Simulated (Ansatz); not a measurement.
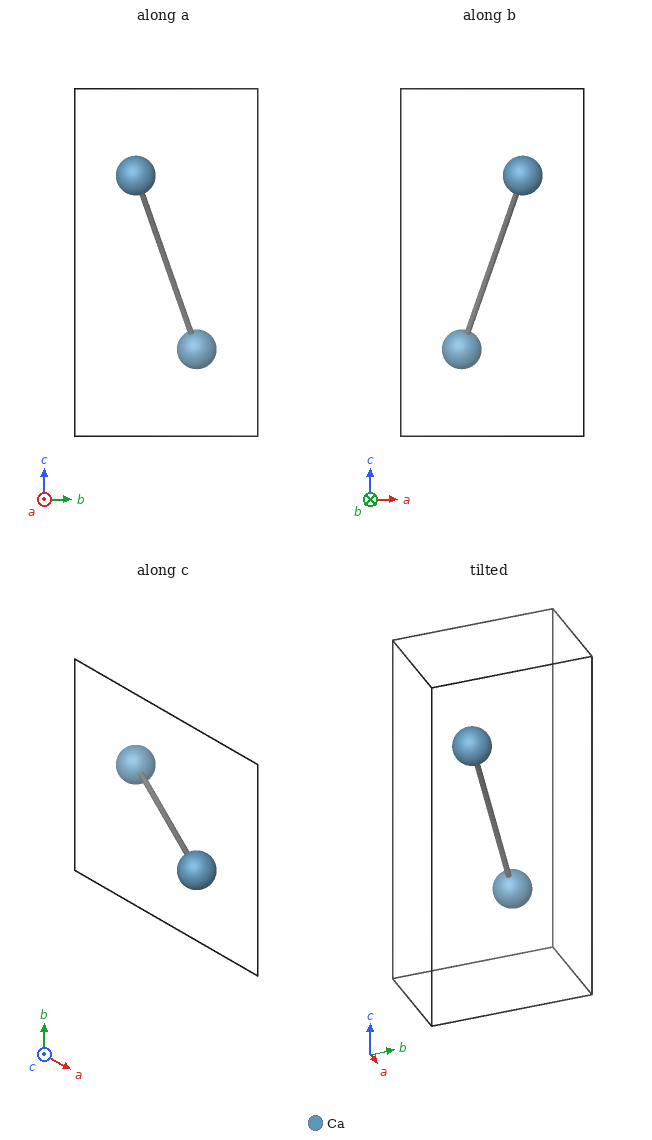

Crystal structure, ball-and-stick style, seen along the a axis, along the b axis, along the c axis and slightly off an axis. The edges of the conventional unit cell are marked.

Lattice parameters: a = 3.9883 Å, b = 3.9883 Å, c = 6.5596 Å, α = 90.000°, β = 90.000°, γ = 120.000°.

Q: Reconstruct the structure as a CIF in P1 with every atom of the cell.

A:
```cif
data_structure
_symmetry_space_group_name_H-M 'P 1'
_symmetry_Int_Tables_number 1
_cell_length_a 3.9883
_cell_length_b 3.9883
_cell_length_c 6.5596
_cell_angle_alpha 90.000
_cell_angle_beta 90.000
_cell_angle_gamma 120.000
_cell_volume 90.36
loop_
_atom_site_label
_atom_site_type_symbol
_atom_site_fract_x
_atom_site_fract_y
_atom_site_fract_z
_atom_site_occupancy
Ca1 Ca 0.3333 0.6667 0.2500 1
Ca2 Ca 0.6667 0.3333 0.7500 1
```

The model was built from a structure type filled with this element by a generator (whether the element takes this form wasn't checked). Earlier steps of the study may have refined or changed the cell and positions. It went into a calculation with Ansatz.
